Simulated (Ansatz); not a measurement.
# Calculations on TiC

### Vibrations

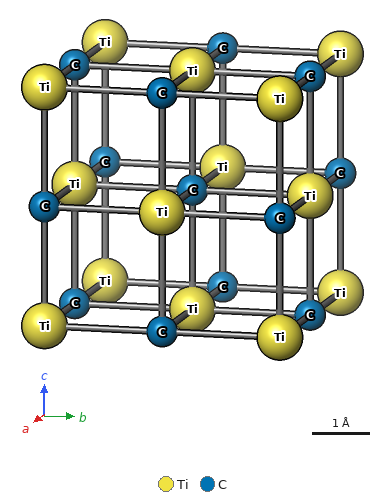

Lattice vibrations of solid TiC, space group Fm-3m (No. 225), at the zone centre. Style: ball-and-stick. Shown: the conventional cell (4 times the calculation's cell), slightly off an axis. Lengths and directions refer to the drawn axes.

The calculation used Ansatz 0.2.0, DFT PBEsol, scalar-relativistic, plane waves, PAW.

Input
```yaml
crystal:
  lattice:
    - [0.0, 2.1468003956, 2.1468003956]
    - [2.1468003956, 0.0, 2.1468003956]
    - [2.1468003956, 2.1468003956, 0.0]
  atoms:
    - { symbol: Ti, position: [0.0, 0.0, 0.0] }
    - { symbol: C, position: [0.5, 0.5, 0.5] }
basis:
  ecutwfc: 420
kpoints:
  mp_grid: { grid: [16, 16, 16] }
hamiltonian:
  xc: pbesol
scf:
  occupations: { method: fermi_dirac, width: 0.15 }
output:
  eigenvalues: true
phonons:
  method: dfpt
  eigenvectors: true
```

Run as
```bash
ansatz run input.yaml --threads 1 --pin off --max-ram 3072MiB --backend cpu --events-out ev --progress --plain --runs-dir out
```

The frequencies depend somewhat on the k-mesh and the smearing.

Question: Give the spectrum at this point.

Answer: The calculation's cell holds 2 atoms, so there are 3 optical modes, in 1 level. The optical modes span T₁u. No level is unstable.

```tsv
level	symmetry	frequency (cm⁻¹)	activity
1	T₁u	541	infrared-active
```

The crystal is a metal, so free carriers screen the infrared response.

The modes drawn as arrows (one member of each degenerate set):

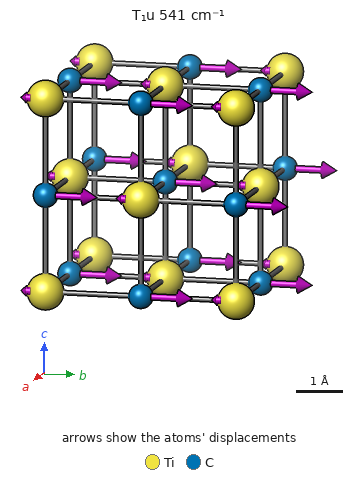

### Vibrations

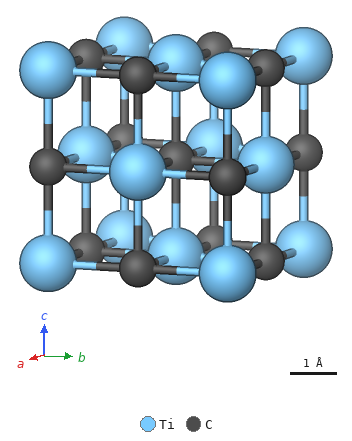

Normal modes of solid TiC at 0.98 times its rest volume, space group Fm-3m (No. 225), at the zone centre. A ball-and-stick model of the conventional cell (4 times the calculation's cell), seen slightly off an axis. Lengths and directions refer to the drawn axes.

Level of theory: Ansatz 0.2.0, DFT PBEsol, scalar-relativistic, plane waves, PAW. Set-up: plane-wave cutoff 420 eV; k-point mesh 16 × 16 × 16; occupations fermi dirac; smearing width 0.15 eV; no spin polarisation.

The frequencies depend somewhat on the k-mesh and the smearing.

**Which optical modes does it have, at what frequencies, and is it stable there?**

The calculation's cell holds 2 atoms, so there are 3 optical modes, in 1 level. The optical modes span T₁u. No level is unstable.

```json
{"level": "1", "symmetry": "T₁u", "frequency (cm⁻¹)": "562", "activity": "infrared-active"}
```

The crystal is a metal, so free carriers screen the infrared response.

The modes drawn as arrows (one member of each degenerate set):

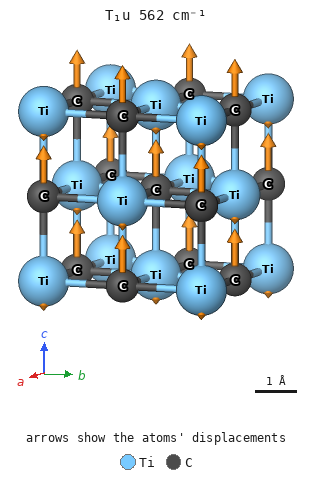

### One mode

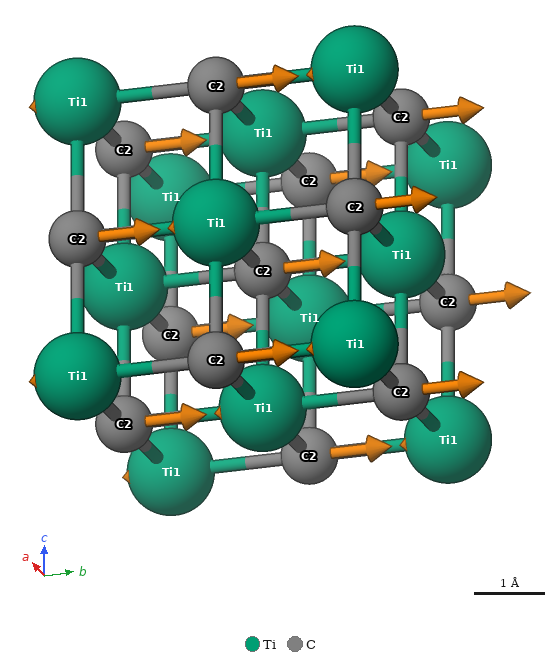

One vibrational mode of a crystal of TiC relaxed at 18 GPa at the zone centre. The orange arrows give the relative displacements of the atoms. Style: ball-and-stick. Shown: the conventional cell (4 times the calculation's cell), from a free direction. Lengths and directions refer to the drawn axes.

All numbers below come from DFT PBEsol, scalar-relativistic, plane waves, PAW (Ansatz). Settings: plane-wave cutoff 420 eV; k-point mesh 18 × 18 × 18; occupations fermi dirac; smearing width 0.15 eV; target pressure 18 GPa; no spin polarisation.

The frequencies depend somewhat on the k-mesh and the smearing.

Question: Give the symmetry, activity and frequency of this mode.

Answer: This is the T₁u mode (triply degenerate; one member of the set is drawn) at 601 cm⁻¹, the only optical level, infrared-active by symmetry. The C sublattice moves against the Ti sublattice, along b; it stretches the shortest C–Ti bonds (2.10 Å); the kinetic energy is shared as C 80 %, Ti 20 %. The crystal is a metal, so free carriers screen the infrared response.

### One mode

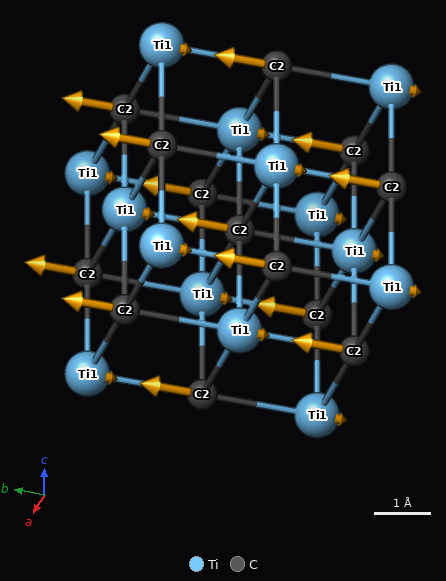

One vibrational mode of crystalline TiC at 1.02 times its rest volume at the zone centre. Displacements are drawn as orange arrows; their common scale and sign are arbitrary. Style: ball-and-stick. Shown: the conventional cell (4 times the calculation's cell), from a free direction. Lengths and directions refer to the drawn axes.

Method: DFT PBEsol, scalar-relativistic, plane waves, PAW in Ansatz.

Input
```yaml
crystal:
  lattice:
    - [0.0, 2.1610180311, 2.1610180311]
    - [2.1610180311, 0.0, 2.1610180311]
    - [2.1610180311, 2.1610180311, 0.0]
  atoms:
    - { symbol: Ti, position: [0.0, 0.0, 0.0] }
    - { symbol: C, position: [0.5, 0.5, 0.5] }
basis:
  ecutwfc: 420
kpoints:
  mp_grid: { grid: [16, 16, 16] }
hamiltonian:
  xc: pbesol
scf:
  occupations: { method: fermi_dirac, width: 0.15 }
output:
  eigenvalues: true
phonons:
  method: dfpt
  eigenvectors: true
```

Command:
```bash
ansatz run input.yaml --threads 1 --pin off --max-ram 3072MiB --backend cpu --events-out ev --progress --plain --runs-dir out
```

The frequencies depend somewhat on the k-mesh and the smearing.

Give the symmetry, activity and frequency of this mode.

Answer. This is the T₁u mode (triply degenerate; one member of the set is drawn) at 522 cm⁻¹, the only optical level, infrared-active by symmetry. The C sublattice moves against the Ti sublattice, along b; it stretches the shortest C–Ti bonds (2.16 Å); the kinetic energy is shared as C 80 %, Ti 20 %. The crystal is a metal, so free carriers screen the infrared response.

### Softest mode

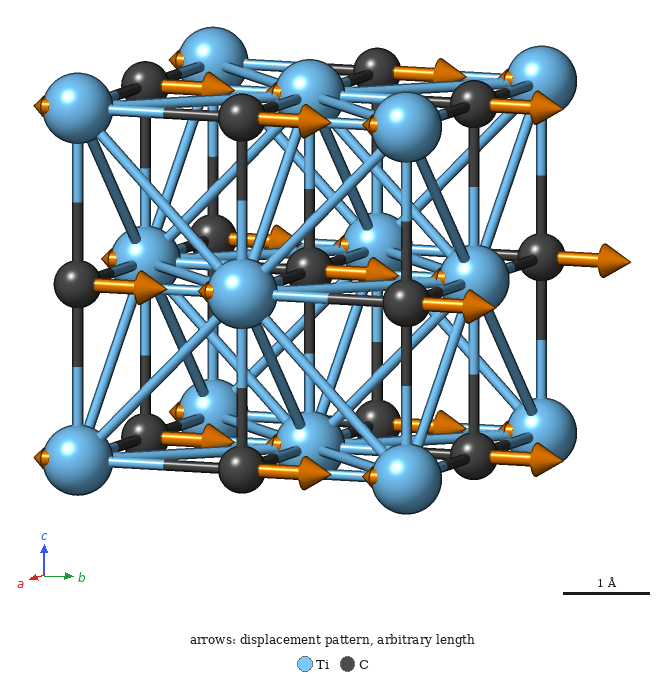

The lowest optical mode of solid TiC relaxed at 35 GPa, space group Fm-3m (No. 225), at the zone centre. The orange arrows are the displacements of the atoms (eigenvector over the root of the mass), of arbitrary overall length and sign. The picture is a ball-and-stick view of the conventional cell (4 times the calculation's cell), seen slightly off an axis. Lengths and directions refer to the drawn axes.

All numbers below come from Ansatz, DFT PBEsol, scalar-relativistic, plane waves, PAW.

Input file:
```yaml
crystal:
  lattice:
    - [0.0, 2.0721891536, 2.0721891536]
    - [2.0721891536, 0.0, 2.0721891536]
    - [2.0721891536, 2.0721891536, 0.0]
  atoms:
    - { symbol: Ti, position: [0.0, 0.0, 0.0] }
    - { symbol: C, position: [0.5, 0.5, 0.5] }
basis:
  ecutwfc: 420
kpoints:
  mp_grid: { grid: [18, 18, 18] }
hamiltonian:
  xc: pbesol
scf:
  occupations: { method: fermi_dirac, width: 0.15 }
output:
  eigenvalues: true
phonons:
  method: dfpt
  eigenvectors: true
```

Command:
```bash
ansatz run input.yaml --threads 1 --pin off --max-ram 3072MiB --backend cpu --events-out ev --progress --plain --runs-dir out
```

The frequencies depend somewhat on the k-mesh and the smearing.

> Is the structure stable against all modes at this point?

Yes: this softest mode has a real frequency, and so have all others here. That speaks for this wave vector alone: the rest of the zone wasn't checked in this run. This is the T₁u mode (triply degenerate; one member of the set is drawn) at 80.3 meV, the only optical level, infrared-active by symmetry. The C sublattice moves against the Ti sublattice, along b; it stretches the shortest C–Ti bonds (2.07 Å); the kinetic energy is shared as C 80 %, Ti 20 %. The crystal is a metal, so free carriers screen the infrared response.

### Softest mode

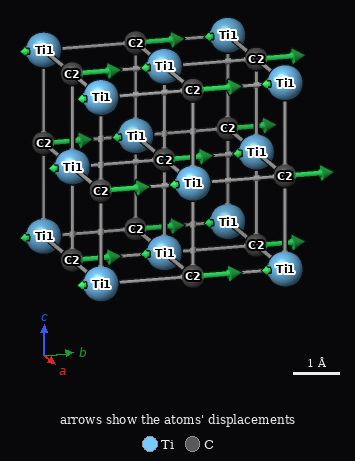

The lowest optical mode of solid TiC relaxed at 7 GPa, space group Fm-3m (No. 225), at the zone centre. The green arrows are the displacements of the atoms (eigenvector over the root of the mass), of arbitrary overall length and sign. Style: ball-and-stick. Shown: the conventional cell (4 times the calculation's cell), slightly off an axis. Lengths and directions refer to the drawn axes.

All numbers below come from Ansatz 0.2.0, DFT PBEsol, scalar-relativistic, plane waves, PAW.

Input file:
```yaml
crystal:
  lattice:
    - [0.0, 2.1290508631, 2.1290508631]
    - [2.1290508631, 0.0, 2.1290508631]
    - [2.1290508631, 2.1290508631, 0.0]
  atoms:
    - { symbol: Ti, position: [0.0, 0.0, 0.0] }
    - { symbol: C, position: [0.5, 0.5, 0.5] }
basis:
  ecutwfc: 420
kpoints:
  mp_grid: { grid: [16, 16, 16] }
hamiltonian:
  xc: pbesol
scf:
  occupations: { method: fermi_dirac, width: 0.15 }
output:
  eigenvalues: true
phonons:
  method: dfpt
  eigenvectors: true
```

Run as
```bash
ansatz run input.yaml --threads 1 --pin off --max-ram 3072MiB --backend cpu --events-out ev --progress --plain --runs-dir out
```

The frequencies depend somewhat on the k-mesh and the smearing.

Is the structure stable against all modes at this point?

Yes: this softest mode has a real frequency, and so have all others here. That speaks for this wave vector alone: the rest of the zone wasn't checked in this run. This is the T₁u mode (triply degenerate; one member of the set is drawn) at 566 cm⁻¹, the only optical level, infrared-active by symmetry. The C sublattice moves against the Ti sublattice, along b; it stretches the shortest C–Ti bonds (2.13 Å); the kinetic energy is shared as C 80 %, Ti 20 %. The crystal is a metal, so free carriers screen the infrared response.
